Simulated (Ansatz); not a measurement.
## Two runs on C

System: C (Cmmm, 4 atoms in the cell).
Method of run 1: DFT PBEsol+D3(BJ), scalar-relativistic, plane waves, PAW, PAW set soft_1, no spin polarisation (Ansatz 0.2.0).

The structure derives from a Materials Project entry. Text and figures count atoms from 1; the logs count them from 0 in places.

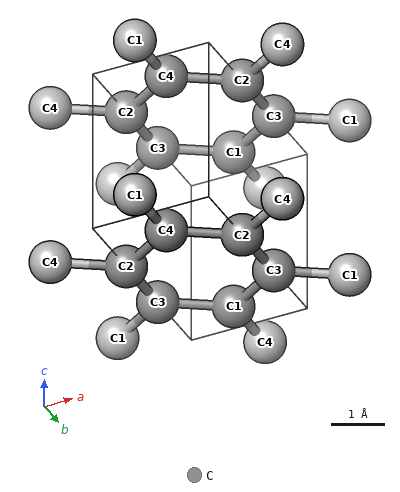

The structure (ball-and-stick view of the cell of the calculation, set on other vectors, seen at an oblique angle; neighbours outside the cell are drawn fainter; atoms are numbered from 1 in the order of the input). An atom can appear more than once, as a periodic image. Near neighbours in the periodic cell (some may lie outside the picture): C has 3 C at 1.36 to 1.45 Å.

### Input, run 1
```yaml
crystal:
  lattice:
    - [-2.4576582504, 0.0, 0.0]
    - [0.0, 0.0, -3.5294825081]
    - [0.0, -4.2567889574, 0.0]
  atoms:
    - { symbol: C, position: [0.5, 0.0, 0.159619101] }
    - { symbol: C, position: [0.0, 0.0, 0.659619101] }
    - { symbol: C, position: [0.0, 0.0, 0.340380899] }
    - { symbol: C, position: [0.5, 0.0, 0.840380899] }
basis:
  ecutwfc: 520.0
kpoints:
  mp_grid: { grid: [18, 12, 10] }
hamiltonian:
  xc: pbesol
  pseudopotentials: { kind: paw, azcp: { folder: soft_1 } }
  dispersion: d3bj
scf:
  occupations: { method: gaussian, width: 0.15 }
output:
  forces: true
  stress: true
  eigenvalues: true
```

Launched with:
```bash
ansatz run input.yaml --threads 2 --pin off --max-ram 4096MiB --backend cpu --events-out ev --progress --plain --runs-dir out
```

Hardware: 2 threads of Arm Neoverse N1, 98 GiB of memory available, shared host.

### Output, shortened to warnings, some set-up lines, iterations and results (run 1)
```
Warning: [file] the record states the generating functional pbe (its physics header spells it `PBE`), which answers neither for hamiltonian.xc's functional nor for the pbesol family's — results may be inconsistent (PPs are generated against a specific XC)
Basis set: ecut = 520 eV, 991 PW (Γ), exchange–correlation on 40×54×64 points (8 copies of the dense FFT grid, shifted against one another)
Symmetry: 16 space group operations
k-points: 420 of 2160
Initial density: superposition of atomic densities (chi_scale 0.1, normalization cell)
[...]
SCF iter   1: F=—  HF=-989.187266 eV  |F-HF|=—  |Δ(HF+E_count)|=         —  Δρ=1.27e-1  dr2=5.12e0  ethr=3.10e-3  ⟨swp⟩=5.4  Hψ=28703  notcnv=0
SCF iter   2: F=—  HF=-987.911122 eV  |F-HF|=—  |Δ(HF+E_count)|=    1.28e0  Δρ=7.37e-2  dr2=2.12e0  ethr=3.10e-3  ⟨swp⟩=2.7  Hψ=13186  notcnv=0
SCF iter   3: F=—  HF=-986.949829 eV  |F-HF|=—  |Δ(HF+E_count)|=   9.61e-1  Δρ=7.53e-3  dr2=1.02e-2  ethr=3.10e-3  ⟨swp⟩=3.3  Hψ=13010  notcnv=0
SCF iter   4: F=—  HF=-986.957622 eV  |F-HF|=—  |Δ(HF+E_count)|=   7.79e-3  Δρ=7.85e-4  dr2=2.52e-4  ethr=6.40e-5  ⟨swp⟩=2.2  Hψ=10747  notcnv=0
SCF iter   5: F=—  HF=-986.957851 eV  |F-HF|=—  |Δ(HF+E_count)|=   2.29e-4  Δρ=8.47e-5  dr2=2.35e-6  ethr=1.57e-6  ⟨swp⟩=2.4  Hψ=8206  notcnv=0
SCF iter   6: F=—  HF=-986.957853 eV  |F-HF|=—  |Δ(HF+E_count)|=   2.53e-6  Δρ=1.14e-5  dr2=2.56e-8  ethr=6.25e-10  ⟨swp⟩=8.4  Hψ=32828  notcnv=0
SCF iter   7: F=-986.957853 eV  HF=-986.957853 eV  |F-HF|=2.18e-11  |Δ(HF+E_count)|=   5.51e-8  Δρ=1.81e-6  dr2=8.04e-10  ethr=1.60e-10  ⟨swp⟩=2.3  Hψ=18069  notcnv=0
SCF 1 converged in 7 iterations: F = -986.957853 eV  dr2 = 8.04e-10
SCF converged after 7 iterations
Free energy (F): -986.957853 eV
Harris-Foulkes:  -986.957853 eV  (|F-HF|=2.18e-11)
Internal energy: -986.956861 eV  (E = F + TS)
E sigma→0 (E₀):  -986.957357 eV
Entropy (-TS):   -0.000992 eV (-0.248 meV/atom)
Fermi energy:    6.421514 eV
--- Per-component energies (eV) ---
  E_band       = -43.265152
  E_kinetic    = 354.435317
  E_local      = -644.176861  (includes V_loc(G=0)·N_el)
  E_nonlocal   = 94.572096
  E_hartree    = 207.172796
  E_xc         = -186.384136
  E_vxc        = -230.415796  (∫ρ·V_xc dr)
  E_paw        = -385.011301  (= ΣΔE_a)
  E_vpaw       = -32.025954  (= ΣTr[D̂ρ^β])
  E_aug_tail   = 0.000000  (compensation charges beyond the density's cutoff)
  E_ewald      = -427.230532
  E_disp       = -0.418642  (pairwise vdW)
  E_core_change = 0.084402  (= ΣΔE_core)
  E_smearing   = -0.000992  (= −TS)
  E_closure    = -0.000000  (closes the sum)
  Σ components = -986.957853   (vs F -986.957853, Δ=0.00e0)
--- Forces (eV/Å), atoms counted from 1 ---
  atom   1  C      0.00000000    -3.54340091     0.00000000
  atom   2  C      0.00000000    -3.54340091     0.00000000
  atom   3  C      0.00000000     3.54340091     0.00000000
  atom   4  C      0.00000000     3.54340091     0.00000000
  max |Σ_I F_I| component: 4.44e-16 eV/Å
--- Stress (GPa, compression-positive) ---
       -4.415423       0.000000      -0.000000
        0.000000       9.635453       0.000000
        0.000000       0.000000      -0.134778
  P = ⅓ Tr σ = 1.6951 GPa (16.951 kbar)
```

For run 2 the input was changed thus:
```diff
-    - { symbol: C, position: [0.5, 0.0, 0.159619101] }
+    - { symbol: C, position: [0.5, 0.0, 0.1737142324] }
-    - { symbol: C, position: [0.0, 0.0, 0.340380899] }
+    - { symbol: C, position: [0.0, 0.0, 0.3262857676] }
```

What does this change do to the results?

With the same functional and potentials, run 2 lies 16.3 meV per atom lower. The pressure goes from 1.70 to 0.63 GPa. The largest force goes from 3.543 to 2.419 eV/Å. The number of SCF iterations is the same.

### Output, shortened to warnings, some set-up lines, iterations and results (run 2)
```
Warning: [file] the record states the generating functional pbe (its physics header spells it `PBE`), which answers neither for hamiltonian.xc's functional nor for the pbesol family's — results may be inconsistent (PPs are generated against a specific XC)
Basis set: ecut = 520 eV, 991 PW (Γ), exchange–correlation on 40×54×64 points (8 copies of the dense FFT grid, shifted against one another)
Symmetry: 8 space group operations
k-points: 420 of 2160
Initial density: superposition of atomic densities (chi_scale 0.1, normalization cell)
[...]
SCF iter   1: F=—  HF=-989.220698 eV  |F-HF|=—  |Δ(HF+E_count)|=         —  Δρ=1.26e-1  dr2=5.07e0  ethr=3.10e-3  ⟨swp⟩=5.5  Hψ=28678  notcnv=0
SCF iter   2: F=—  HF=-987.965664 eV  |F-HF|=—  |Δ(HF+E_count)|=    1.26e0  Δρ=7.33e-2  dr2=2.11e0  ethr=3.10e-3  ⟨swp⟩=2.6  Hψ=13089  notcnv=0
SCF iter   3: F=—  HF=-987.014937 eV  |F-HF|=—  |Δ(HF+E_count)|=   9.51e-1  Δρ=7.51e-3  dr2=1.02e-2  ethr=3.10e-3  ⟨swp⟩=3.4  Hψ=13801  notcnv=0
SCF iter   4: F=—  HF=-987.022789 eV  |F-HF|=—  |Δ(HF+E_count)|=   7.85e-3  Δρ=9.06e-4  dr2=3.01e-4  ethr=6.40e-5  ⟨swp⟩=2.2  Hψ=10716  notcnv=0
SCF iter   5: F=—  HF=-987.023001 eV  |F-HF|=—  |Δ(HF+E_count)|=   2.12e-4  Δρ=2.37e-4  dr2=2.53e-5  ethr=1.88e-6  ⟨swp⟩=2.3  Hψ=8267  notcnv=0
SCF iter   6: F=—  HF=-987.023007 eV  |F-HF|=—  |Δ(HF+E_count)|=   6.01e-6  Δρ=2.85e-5  dr2=1.88e-7  ethr=1.58e-7  ⟨swp⟩=2.4  Hψ=8004  notcnv=0
SCF iter   7: F=-987.023008 eV  HF=-987.023008 eV  |F-HF|=3.52e-9  |Δ(HF+E_count)|=   3.48e-7  Δρ=5.23e-6  dr2=6.25e-9  ethr=6.25e-10  ⟨swp⟩=7.3  Hψ=30254  notcnv=0
SCF 1 converged in 7 iterations: F = -987.023008 eV  dr2 = 6.25e-9
SCF converged after 7 iterations
Free energy (F): -987.023008 eV
Harris-Foulkes:  -987.023008 eV  (|F-HF|=3.52e-9)
Internal energy: -987.022585 eV  (E = F + TS)
E sigma→0 (E₀):  -987.022796 eV
Entropy (-TS):   -0.000423 eV (-0.106 meV/atom)
Fermi energy:    6.453500 eV
--- Per-component energies (eV) ---
  E_band       = -43.117043
  E_kinetic    = 354.132875
  E_local      = -643.259568  (includes V_loc(G=0)·N_el)
  E_nonlocal   = 94.426526
  E_hartree    = 206.945823
  E_xc         = -186.333624
  E_vxc        = -230.354304  (∫ρ·V_xc dr)
  E_paw        = -384.950332  (= ΣΔE_a)
  E_vpaw       = -31.955142  (= ΣTr[D̂ρ^β])
  E_aug_tail   = -0.000001  (compensation charges beyond the density's cutoff)
  E_ewald      = -427.651493
  E_disp       = -0.417193  (pairwise vdW)
  E_core_change = 0.084402  (= ΣΔE_core)
  E_smearing   = -0.000423  (= −TS)
  E_closure    = -0.000000  (closes the sum)
  Σ components = -987.023008   (vs F -987.023008, Δ=0.00e0)
--- Forces (eV/Å), atoms counted from 1 ---
  atom   1  C      0.00000000     2.41859445     0.00000000
  atom   2  C      0.00000000    -2.35112379     0.00000000
  atom   3  C      0.00000000    -2.41859445     0.00000000
  atom   4  C      0.00000000     2.35112379     0.00000000
  max |Σ_I F_I| component: 0.00e0 eV/Å
--- Stress (GPa, compression-positive) ---
        2.024866       0.000000       0.000000
        0.000000      -0.108940       0.000000
        0.000000       0.000000      -0.031364
  P = ⅓ Tr σ = 0.6282 GPa (6.282 kbar)
```

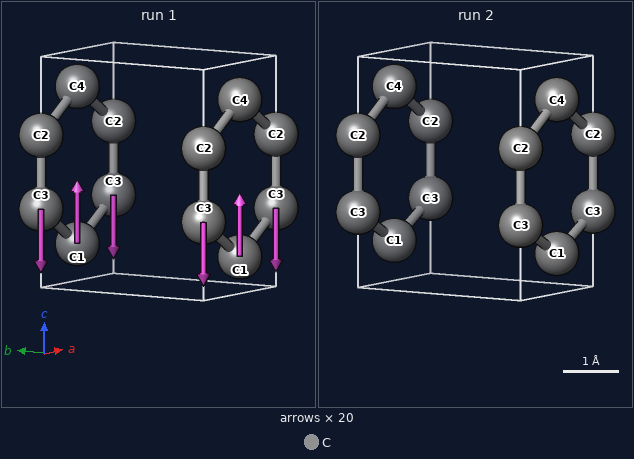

The two input geometries at one scale (ball-and-stick view of the cell of the calculation, seen at an oblique angle). The pink arrows on the first give the shifts of the atoms relative to the cell, magnified 20 times. The largest moves, 0.060 Å, are those of C1 and C3. The cell stays as it was. Among the contacts that change: C1–C4 1.359 → 1.419 Å, C1–C3 1.450 → 1.390 Å.

### The two runs side by side

| quantity | run 1 | run 2 |
| --- | --- | --- |
| outcome | converged | converged |
| free energy per atom (eV) | −246.7395 | −246.7558 |
| gap on the mesh (eV) | 0.00 | 0.00 |
| pressure (GPa) | 1.70 | 0.63 |
| largest force (eV/Å) | 3.543 | 2.419 |
| SCF iterations | 7 | 7 |
| irreducible k-points | 420 | 420 |
| plane waves at Γ | 991 | 991 |
| wall time (shared host) | 14 s | 14 s |

For both runs: Warnings: the PAW datasets were made with another functional.
